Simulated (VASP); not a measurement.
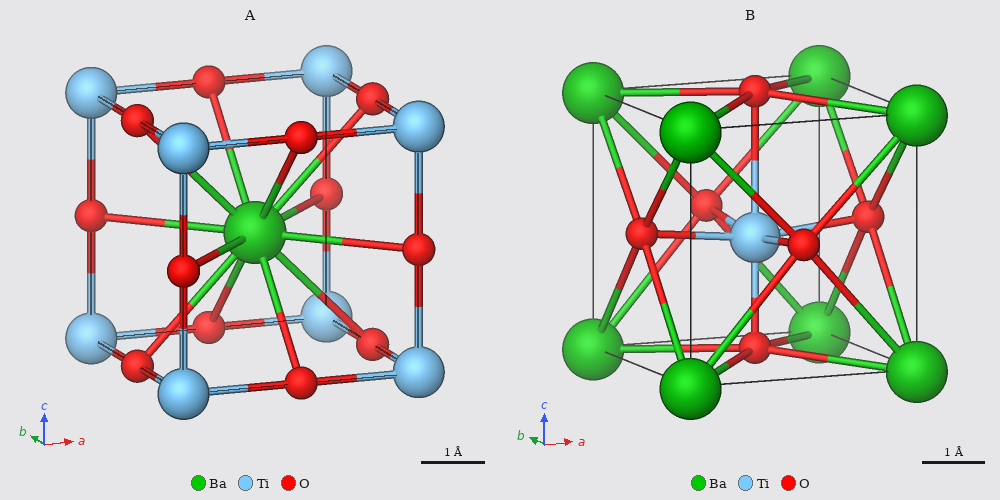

Two structures of BaTiO3, each relaxed (cell and atoms) at zero pressure; conventional cells in solid outline, small ones repeated, each panel with its own scale. Alike in all runs: VASP 6.6.1; functional PBE; VASP's PAW PBE potentials, release 64 (Ba_sv, Ti_sv, O); cutoff 600 eV; occupations gaussian, width 0.03 eV; no spin polarisation; no spin-orbit coupling. The k meshes have like spacings.

**Name the structure in each panel.**

A: cubic perovskite, Pm-3m; B: 5 atoms a cell on a primitive tetragonal lattice, P4mm.

**Which of these is lowest in energy, and how far above it do the others lie?**

B, then A (+11 meV/atom), static energies at zero smearing.

**Collect the results in a table.**

| panel | space group | E − E(lowest) (meV/atom) | volume (Å³/atom) | gap (eV) |
| --- | --- | --- | --- | --- |
| B | P4mm | 0 | 13.5 | 1.77 |
| A | Pm-3m | 11 | 13.1 | 1.70 |

The starts are database entries or structure types tried for this composition, and the most stable form need not be among them. Approximate functionals can misorder forms that lie within a few tens of meV/atom, as they do the rutile and anatase forms of TiO₂. Gaps are the least found on the k-mesh, which can miss the band edges.

Caveat: semilocal functionals give gaps below the measured ones.
